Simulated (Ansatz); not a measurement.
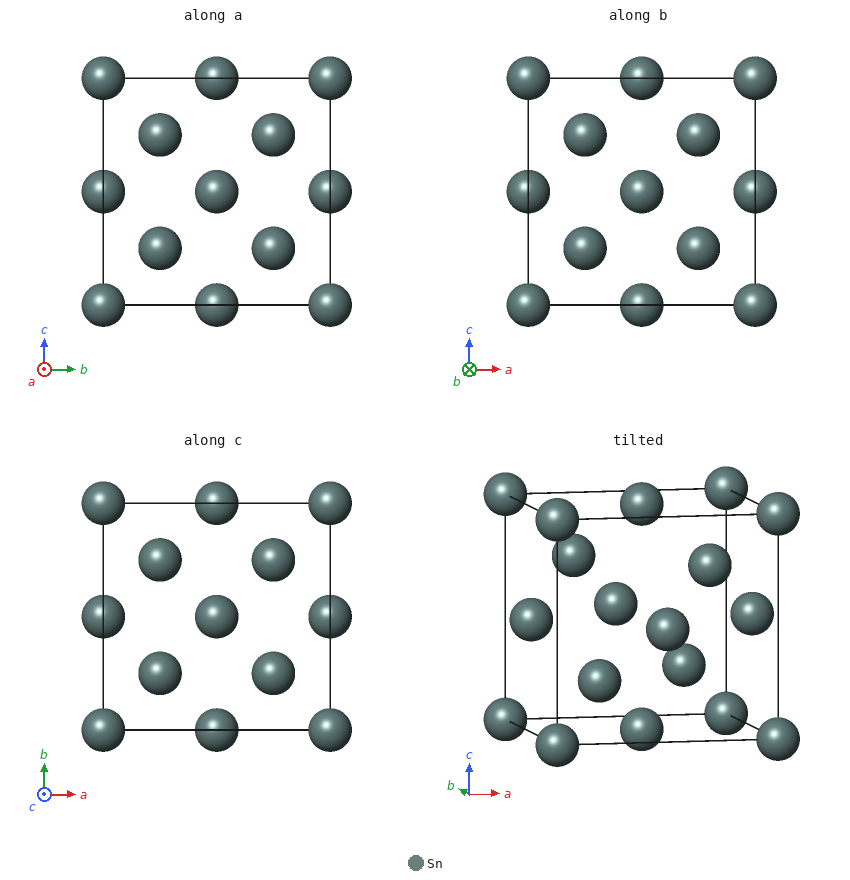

An orthographic spheres-only view of the structure, along the a axis, along the b axis, along the c axis and slightly off an axis. The frame is the conventional unit cell; atoms at its boundary are shown with their periodic copies.

Lattice parameters: a = 6.786 Å, b = 6.786 Å, c = 6.786 Å, α = 90.00°, β = 90.00°, γ = 90.00°. Put a along x and b in the xy plane.

Q: Transcribe the picture into a POSCAR file.

A:
```
Sn
1.0
     6.786    0.000    0.000
     0.000    6.786    0.000
     0.000    0.000    6.786
Sn
8
Direct
  0.0000 0.0000 0.0000
  0.2500 0.7500 0.7500
  0.0000 0.5000 0.5000
  0.2500 0.2500 0.2500
  0.5000 0.0000 0.5000
  0.7500 0.7500 0.2500
  0.5000 0.5000 0.0000
  0.7500 0.2500 0.7500
```

The initial geometry was a structure type filled with this element by a generator (whether the element takes this form wasn't checked). The cell was then strained or its atoms displaced on purpose. An electronic-structure calculation with Ansatz was run on it.
